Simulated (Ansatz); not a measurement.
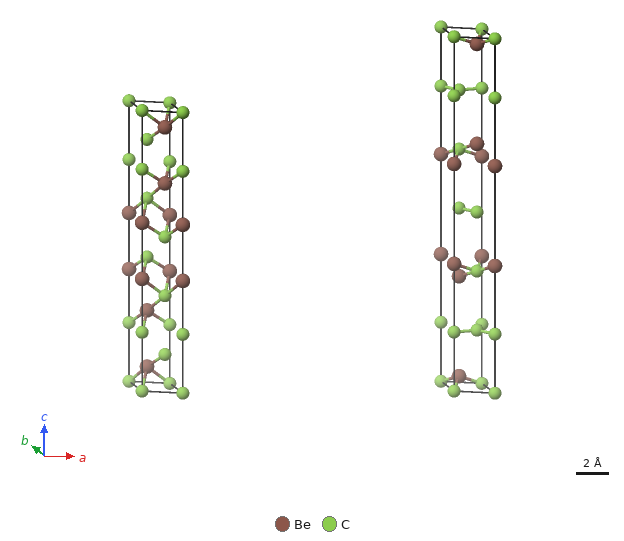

Two geometries of a crystal of Be2C3 (built on the tetradymite_166 type) (coarse preliminary run), drawn at one scale. One is the start of a relaxation, the other its converged end. A ball-and-stick model of the conventional cell (3 times the calculation's cell), seen slightly off an axis. Lengths and directions refer to the drawn axes.

All numbers below come from Ansatz, DFT PBE, scalar-relativistic, plane waves, PAW. Settings: plane-wave cutoff 420 eV; k-point mesh 6 × 6 × 6; occupations gaussian; smearing width 0.1 eV; no spin polarisation; cell and atoms relaxed; force threshold 0.04 eV/Å; at most 70 steps.

Which geometry has the lower energy?

Answer. The right one is the relaxed one. Case: tetradymite type (R-3m, No. 166). Over 17 accepted moves (20 points after the start) the energy falls by 7.459 eV per cell of the calculation. Largest force component: 3.8 eV/Å at the start, 0.025 eV/Å at the end. Pressure: −10.66 GPa at the start and 0.11 GPa at the end. The SCF was repeated 3 times at an unchanged geometry on a basis and grid sized afresh for the cell, which shifted the energy by 43.5 meV per cell of the calculation at most. The largest moves relative to the cell, 1.01 Å, are those of C atoms. Largest moves by element: C 1.01 Å, Be 0.96 Å. The volume changes by +26.8 %, with a = b 2.675 → 2.680 Å (+0.2 %), c 18.599 → 23.486 Å (+26.3 %). Among the contacts that change: Be–C 1.875 → 3.656 Å, C–C 2.219 → 1.547 Å, Be–C 1.980 → 1.661 Å. New bonds form: C–C (2.22 → 1.55 Å). Bonds break: Be–C (1.87 → 3.66 Å). Among the angles between lasting bonds that change: Be–C–Be 85.0° → 107.6°, Be–C–Be 95.0° → 72.4°, C–Be–C 85.0° → 107.6°. The space group stays R-3m (No. 166).
